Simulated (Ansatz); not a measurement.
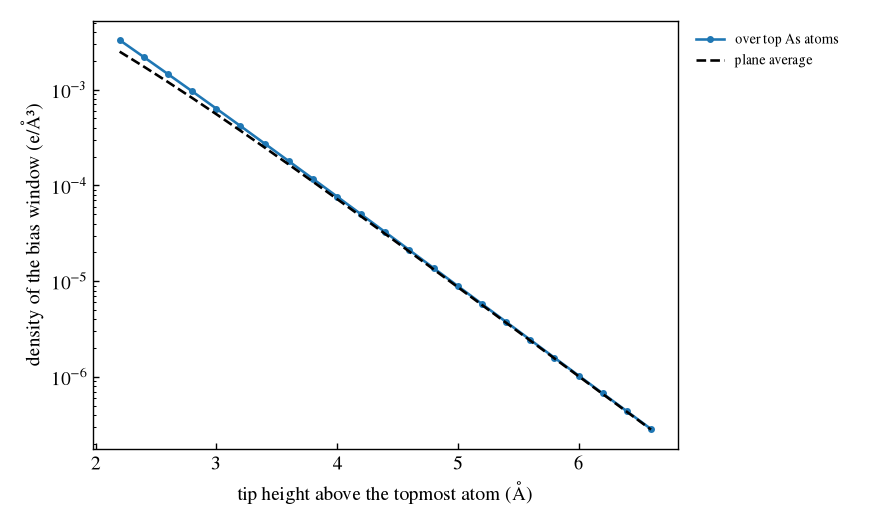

Approach curves over As(010) (Cmce bulk, 4 atomic planes (those closer than 0.6 Å count as one), 8 Å) at a sample bias of +1.30 V.

Images follow the Tersoff–Hamann model: the current is the local density of the sample's states between the Fermi level and the bias, at the tip's centre. Bias windows are sharp sums over the levels of the k mesh.

Theory: DFT LDA, scalar-relativistic, plane waves, PAW in Ansatz 0.2.0. Cutoff 420 eV, 16 × 13 k-points, Gaussian smearing 0.1 eV, dipole correction. The slab is a cut without reconstruction beyond its cell, at the source's lattice constants, with its lower half held fixed and the rest relaxed. No spin polarisation. The run warns that the functional's potential is rough in the thin density of the vacuum, where the tip is; weak contrasts and barriers may feel it.

```yaml
crystal:
  lattice:
    - [3.65000, 0.00000, 0.00000]
    - [0.00000, 4.47000, 0.00000]
    - [0.00000, 0.00000, 27.92000]
  atoms:
    - { symbol: As, position: [0.50000, 0.94000, 0.35817] }
    - { symbol: As, position: [0.00000, 0.56000, 0.35817] }
    - { symbol: As, position: [0.50000, 0.06000, 0.44484] }
    - { symbol: As, position: [0.00000, 0.44000, 0.44484] }
    - { symbol: As, position: [0.00000, 0.93697, 0.54977] }
    - { symbol: As, position: [0.50000, 0.56303, 0.54977] }
    - { symbol: As, position: [0.00000, 0.06319, 0.63546] }
    - { symbol: As, position: [0.50000, 0.43681, 0.63546] }
```

The last single point, restarted from the relaxation's density, took 11 min on 1 thread of Arm Neoverse N1, with other jobs on the host, peak memory 1.4 GiB.

> Estimate the decay constant and the apparent barrier, and compare with the vacuum level, which the run puts 4.42 eV above zero bias.

Near 4 Å the plane average falls as exp(−2.09 z/Å), a factor of 8.1 per ångström, which gives an apparent barrier of 4.2 eV (0.952 eV Å² times the slope squared). The upper edge of the window lies 3.12 eV under the vacuum level. The apparent barrier is above 3.12 eV. At 4 Å the 0.60 eV of states nearest the upper edge carry 48 % of the density.
